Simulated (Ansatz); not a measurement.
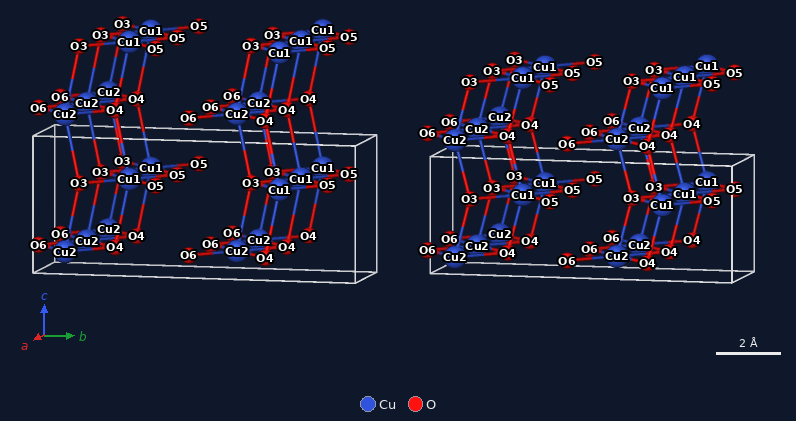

Two geometries of solid CuO₂ (set up in Cmcm), drawn at one scale. One is the start of a relaxation, the other its converged end. The picture is a ball-and-stick view of the conventional cell (2 times the calculation's cell), repeated 2 × 1 × 2 with one cell outlined, seen slightly off an axis. Lengths and directions refer to the drawn axes.

These are results of Kohn-Sham DFT of a periodic cell, LDA, Ansatz PAW in Ansatz 0.2.0, not measurements. Settings: plane-wave cutoff 420 eV; k-point mesh 10 × 10 × 6; occupations fermi-dirac; smearing width 0.05 eV; no spin polarisation; cell and atoms relaxed; force threshold 0.01 eV/Å; at most 40 steps.

> Which geometry has the lower energy?

The right one is the relaxed one. The run lets cell and atoms move. The largest moves relative to the cell, 0.23 Å, are those of O5 and O6. O5 goes along +b. By element the largest moves are O 0.23 Å, Cu 0.11 Å. The drawn cell changes as follows: a 2.825 → 2.914 Å (+3.1 %), b 10.421 → 9.760 Å (−6.3 %), c 4.343 → 3.699 Å (−14.8 %); the volume changes by −17.7 %. Near-neighbour distances that change, for instance: Cu1–O4 2.219 → 1.912 Å, Cu1–O3 1.899 → 1.983 Å, Cu1–O5 1.858 → 1.920 Å. Bond angles that change, for instance: O4–Cu1–O4 156.3° → 150.6°, Cu2–O3–Cu2 156.3° → 150.6°, O3–Cu1–O4 82.1° → 80.1°. The space group stays Cmcm (No. 63). Over 16 accepted moves (21 points after the start) the energy falls by 79.1 meV per atom. Largest force component: 0.79 eV/Å at the start, 0.00018 eV/Å at the end. Pressure: −14.86 GPa at the start and 0.00 GPa at the end. The line search rejected the trial steps at points 8, 11 of the run. The SCF was repeated 3 times at an unchanged geometry on a basis and grid sized afresh for the cell, which shifted the energy by 4.4 meV per atom at most.
